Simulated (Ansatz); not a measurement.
## Run report: K, geometry relaxation

K (P6/mmm, 1 atom in the cell), computed with DFT, PBE, PAW with Ansatz's default frozen-core files, scalar-relativistic, no spin polarisation (Ansatz 0.2.0).

Its volume is 0.90 times that of the source entry. It belongs to a series of runs on one base structure; here: shape and atoms relaxed at 0.9 of the volume. Figures and captions count atoms from 1; the log counts them from 0 in places.

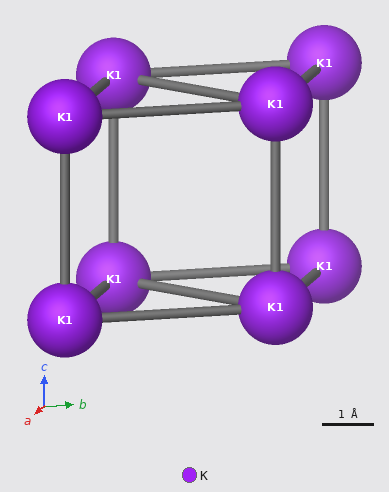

Fig. 1: The starting structure (ball-and-stick view of the cell of the calculation, seen slightly off an axis; atoms are numbered from 1 in the order of the input). An atom can appear more than once, as a periodic image. Near neighbours in the periodic cell (some may lie outside the picture): K has 8 K at 4.13 to 4.39 Å.

### The input
```yaml
crystal:
  lattice:
    - [4.3931640922, 0.0, 0.0]
    - [-2.1965820461, 3.8045917068, 0.0]
    - [0.0, 0.0, 4.1295742467]
  atoms:
    - { symbol: K, position: [0.0, 0.0, 0.0] }
kpoints:
  mp_grid: { grid: [10, 10, 9] }
scf:
  occupations: { method: fermi_dirac, width: 0.08 }
hamiltonian:
  xc: pbe
  pseudopotentials: { kind: paw }
output:
  forces: true
  stress: true
relax:
  f_tol: 0.005
  max_steps: 30
  cell: { stress_tol: 0.05, fix: [volume] }
```

Run on 1 thread of Arm Neoverse V1, 112 GiB of memory available, shared host.

Run as:
```bash
ansatz run input.yaml --threads 1 --pin off --max-ram 2048MiB --backend cpu --events-out ev --progress --plain --runs-dir out
```

### Output
```
Engine: ansatz 0.2.0, aarch64-unknown-linux-gnu
Pseudopotentials: kind: paw
Pseudopotential: K, paw, valence charge 9, recommended cutoff 420 eV (normal), K.paw.azcp
Functional definition: PBE
  parameter kappa = 0.804
  parameter beta = 0.06672455060314922
  exchange = pbe_x(kappa = kappa, mu = beta*pi^2/3)
  correlation = pbe_c(beta = beta)
Crystal: 1 atoms, lattice volume = 69.023 Å³
Basis set: ecut = 420 eV, 1375 PW (Γ), exchange–correlation on 60×60×60 points (8 copies of the dense FFT grid, shifted against one another)
Bands: 9, of which v1, the nominal top of the filled ones, is band 5 counted from 1 (4 counted from 0)
Symmetry: 24 space group operations
Space group: P6/mmm (ITA 191), of the structure as read, at distance tolerance 4.1e-5 Å
k-points: 70 of 900
Non-local potential: K, projectors of the file, l = 0: 3, l = 1: 2, l = 2: 2
PAW form: soft (Blöchl's): semilocal exchange-correlation on the pseudo side does not see the compensation charge
PAW one-centre angular grid: K, 110 points (default); XC on 64 Gauss nodes
Initial density: superposition of atomic densities (neutral atoms: chi_scale 0, normalization atom), corrected by the library's trained network
Initial wavefunctions: pseudopotential atomic-orbital guess
Functional: x = pbe(κ = 0.804, μ = 0.2195149727645171), c = pbe(β = 0.06672455060314922)
SCF iter   1: F=—  HF=-1537.724643 eV  |F-HF|=—  |Δ(HF+E_count)|=         —  Δρ=6.88e-4  dr2=6.34e-4  ethr=1.77e-3  ⟨swp⟩=5.3  Hψ=4648  notcnv=0
preconditioner: auto → none  [metal: Δε(μ)=0.062 eV  Ē_g=4.016 eV  σ=0.080 eV  W_gap=0.19  n_scr=8 (ndim 8)  ℏωp=4.5 eV  f_vac=0.000  D(μ)=0.84/eV (n_scr^D=0)  sad-step TF]
SCF iter   2: F=—  HF=-1537.724227 eV  |F-HF|=—  |Δ(HF+E_count)|=   4.16e-4  Δρ=4.70e-4  dr2=3.30e-4  ethr=7.04e-6  ⟨swp⟩=2.2  Hψ=1474  notcnv=0
SCF iter   3: F=—  HF=-1537.724217 eV  |F-HF|=—  |Δ(HF+E_count)|=   1.02e-5  Δρ=3.30e-4  dr2=6.18e-5  ethr=3.67e-6  ⟨swp⟩=2.0  Hψ=953  notcnv=0
SCF iter   4: F=—  HF=-1537.724201 eV  |F-HF|=—  |Δ(HF+E_count)|=   1.60e-5  Δρ=1.13e-4  dr2=7.92e-6  ethr=6.87e-7  ⟨swp⟩=2.0  Hψ=910  notcnv=0
iter 5 did not close the SCF: its close was put off for the readings that it lacked (scf_convergence_deferred on its scf_iter line)
SCF iter   5: F=-1537.724198 eV  HF=-1537.724198 eV  |F-HF|=6.77e-9  |Δ(HF+E_count)|=   2.27e-6  Δρ=7.09e-6  dr2=4.72e-8  ethr=8.80e-8  ⟨swp⟩=2.8  Hψ=1015  notcnv=0
SCF iter   6: F=-1537.724198 eV  HF=-1537.724198 eV  |F-HF|=2.41e-9  |Δ(HF+E_count)|=   2.34e-9  Δρ=2.54e-6  dr2=3.88e-9  ethr=5.24e-10  ⟨swp⟩=2.0  Hψ=2120  notcnv=0
SCF 1 converged in 6 iterations: F = -1537.724198 eV  dr2 = 3.88e-9
  greatest PAW one-centre occupation: 0.988 electrons in one spin orbital (limit 2), on the K atom at site 0 (counted from 0), in its partial waves of l = 0
relax step   1: F+E_penalty+E_count = -1537.72419841 eV  Δ(F+E_penalty+E_count) = +0.000e0 eV  max|allowed force component| = 0.000e0 eV/Å  Δτ_max = 0.0000 Å  P = +0.407 GPa  Ω = 69.023 Å³  fix = [volume]  reactions: volume +0.407 GPa  (6 SCF iters, dr2 threshold 1.00e-7 eV, accepted)
Initial density: handed on by an earlier stage of this run
Initial wavefunctions: pseudopotential atomic-orbital guess (no wavefunctions were taken with the density)
iter 1 solved again at ethr=1.73e-7 eV; its pass at ethr=3.10e-3 eV (dr2=1.56e-5 eV) is discarded
SCF iter   1: F=—  HF=-1537.724196 eV  |F-HF|=—  |Δ(HF+E_count)|=         —  Δρ=2.59e-6  dr2=4.10e-9  ethr=1.73e-7  ⟨swp⟩=3.3  Hψ=6598  notcnv=0
eigensolver tolerance schedule: the retry pair's looser diagonalisation over-reported the residual by 3805.14 of it (diagonalisation noise at 0.27 of the residual, at the tolerance the schedule requests for it); recorded, not acted on — ethr = c·dr2/N_el stays at c = 1.0e-1
preconditioner: auto → none  [metal: Δε(μ)=0.062 eV  Ē_g=4.025 eV  σ=0.080 eV  W_gap=0.19  n_scr=8 (ndim 8)  ℏωp=4.5 eV  f_vac=0.000  D(μ)=0.84/eV (n_scr^D=0)]
SCF iter   2: F=—  HF=-1537.724198 eV  |F-HF|=—  |Δ(HF+E_count)|=   1.95e-6  Δρ=5.58e-7  dr2=2.67e-10  ethr=4.56e-11  ⟨swp⟩=2.2  Hψ=988  notcnv=0
SCF iter   3: F=—  HF=-1537.724198 eV  |F-HF|=—  |Δ(HF+E_count)|=  8.14e-11  Δρ=1.89e-7  dr2=4.40e-11  ethr=2.97e-12  ⟨swp⟩=2.0  Hψ=857  notcnv=0
SCF iter   4: F=-1537.724198 eV  HF=-1537.724198 eV  |F-HF|=6.82e-13  |Δ(HF+E_count)|=  2.50e-11  Δρ=1.18e-8  dr2=6.91e-14  ethr=1.00e-12  ⟨swp⟩=5.0  Hψ=2154  notcnv=0
SCF 2 converged in 4 iterations: F = -1537.724198 eV  dr2 = 6.91e-14
relax step   2: F+E_penalty+E_count = -1537.72419841 eV  Δ(F+E_penalty+E_count) = -1.212e-9 eV  max|allowed force component| = 0.000e0 eV/Å  Δτ_max = 0.0000 Å  P = +0.407 GPa  Ω = 69.023 Å³  fix = [volume]  reactions: volume +0.407 GPa  stress off target by 2.93e-2 GPa on what of the cell is left free  SCF on the basis re-selected at this cell (its energy is not comparable with the rows above)  (4 SCF iters)
```

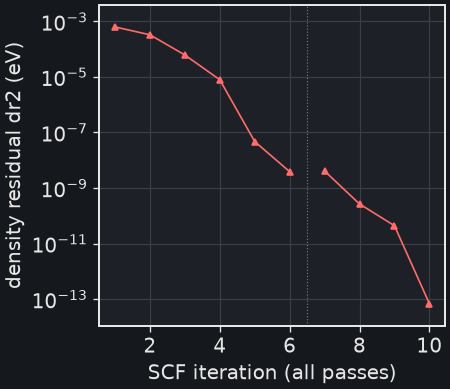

Fig. 2: Convergence of the self-consistent field: density residual dr2 against the SCF iteration. The dotted lines part the SCF passes of the relaxation: geometry steps, rejected trials and re-solves on a re-selected basis. The passes take 6 and 4 iterations.

```
basis re-selected at this cell: Δ(F+E_penalty+E_count) = -1.212e-9 eV, ΔP = +0.000 GPa vs the last step (what re-selecting the basis moved, of the pressure what is left beyond the Pulay correction that the steps carried, after the strain that the cell walked since its last selection, with what the two solves' SCF thresholds leave and, on support functions, any second-order correction that the steps lacked; it is no measure of the basis error at this ecutwfc). This SCF's stress stands 2.93e-2 GPa from its target on what of the cell is left free (relax.cell.stress_tol is 5.00e-2 GPa) and its largest allowed force component is 0.00e0 eV/Å (relax.f_tol is 5.00e-3 eV/Å): within both
SCF converged after 4 iterations
Free energy (F): -1537.724198 eV
Harris-Foulkes:  -1537.724198 eV  (|F-HF|=6.82e-13)
Internal energy: -1537.706867 eV  (E = F + TS)
E sigma→0 (E₀):  -1537.715533 eV
Entropy (-TS):   -0.017332 eV (-17.332 meV/atom)
Fermi energy:    2.052766 eV
--- Per-component energies (eV) ---
  E_band       = -140.884671
  E_kinetic    = 252.400477
  E_local      = -747.194718  (includes V_loc(G=0)·N_el)
  E_nonlocal   = 13.009507
  E_hartree    = 266.511213
  E_xc         = -133.869258
  E_vxc        = -163.188475  (∫ρ·V_xc dr)
  E_paw        = -781.876000  (= ΣΔE_a)
  E_vpaw       = -28.933880  (= ΣTr[D̂ρ^β])
  E_aug_tail   = -0.000003  (compensation charges beyond the density's cutoff)
  E_ewald      = -406.688084
  E_smearing   = -0.017332  (= −TS)
  E_closure    = 0.000000  (closes the sum)
  Σ components = -1537.724198   (vs F -1537.724198, Δ=0.00e0)
--- Forces (eV/Å), atoms counted from 1 ---
  atom   1  K      0.00000000     0.00000000     0.00000000
  max |Σ_I F_I| component: 2.05e-33 eV/Å
--- Stress (GPa, compression-positive) ---
        0.421901      -0.000000       0.000000
       -0.000000       0.421901       0.000000
        0.000000       0.000000       0.377919
  P = ⅓ Tr σ = 0.4072 GPa (4.072 kbar)
--- Relaxed structure (1 steps of the walk, 1 accepted, 1 SCFs on fresh bases) ---
  F+E_penalty+E_count = -1537.72419841 eV   max|allowed force component| = 0.000e0 eV/Å   (the final SCF, on the basis selected at the relaxed cell)
  cell:  # Å, volume = 69.0225 Å³
    - [4.393164092177598, 0.0, 0.0]
    - [-2.196582046088799, 3.804591706819401, 0.0]
    - [0.0, 0.0, 4.1295742467]
  atoms:
    - { symbol: K, position: [0.0, 0.0, 0.0] }
```

### Trajectory as extended XYZ (Å, eV, eV/Å), 2 frames, from step=1 to step=2
```
1
Lattice="4.3932 0.0000 0.0000 -2.1966 3.8046 0.0000 0.0000 0.0000 4.1296" Properties=species:S:1:pos:R:3:forces:R:3 step=1 energy=-1537.72420 pressure_GPa=0.41
K     0.0000    0.0000    0.0000    0.0000   0.0000   0.0000
1
Lattice="4.3932 0.0000 0.0000 -2.1966 3.8046 0.0000 0.0000 0.0000 4.1296" Properties=species:S:1:pos:R:3:forces:R:3 step=2 energy=-1537.72420 pressure_GPa=0.41
K     0.0000    0.0000    0.0000    0.0000   0.0000   0.0000
```

### Summary

| quantity | value |
| --- | --- |
| outcome | converged |
| space group (tolerance 0.01 Å) | P6/mmm (191) |
| electrons treated | 9 |
| free energy | −1537.7242 eV |
| Fermi energy | 2.053 eV |
| pressure | 0.41 GPa |
| final volume | 69.02 Å³ |
| largest force (length of the vector) at the end | under 0.001 eV/Å |
| final cell | a = 4.393 Å, b = 4.393 Å, c = 4.130 Å, α = 90.00°, β = 90.00°, γ = 120.00° |
| wall time | 4.4 s |
| peak memory | 0.33 GiB |
